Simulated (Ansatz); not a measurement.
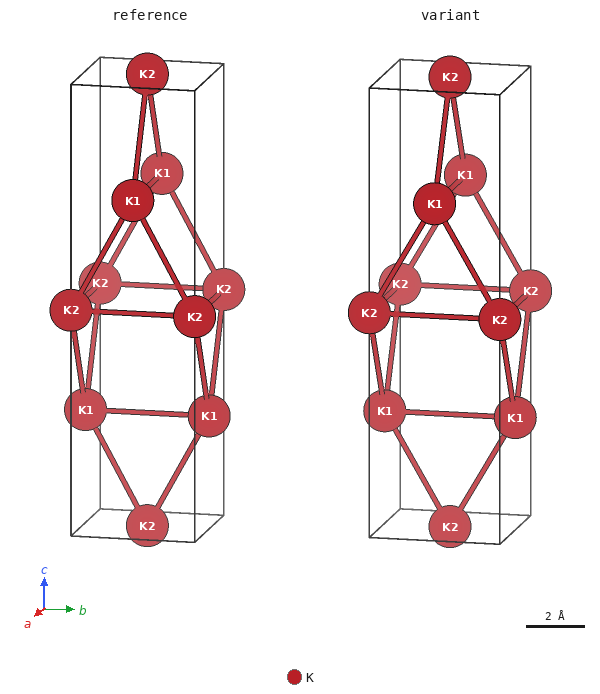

Left: a symmetric starting cell of K. Right: the same structure after one change, at the same scale. Style: ball-and-stick. Shown: the conventional cell (2 times the calculation's cell), slightly off an axis. Lengths and directions refer to the drawn axes.

Computed with DFT PBE, scalar-relativistic, plane waves, PAW in Ansatz 0.2.0. Settings: plane-wave cutoff 420 eV; k-point mesh 14 × 14 × 14; occupations gaussian; smearing width 0.1 eV; no spin polarisation.

### What was changed?

The cell is strained by −0.5 % along c and +5.5 % across it (volume +10.9 %), the atoms keeping their fractional coordinates. No relaxation follows. The starting cell wasn't computed here and needn't be at equilibrium, so pressure and forces aren't due to the change alone.

### What does the change do?

The pressure is −0.3 GPa (not all of it need come from the change, since the unchanged cell can be under pressure at this level too). The principal stresses (compression positive) are −0.1 GPa along c and −0.3 GPa across it. All forces vanish by symmetry. Some distances before and after: K–K 4.416 → 4.661 Å, K–K 4.589 → 4.633 Å. The space group stays I4_1/amd (No. 141).
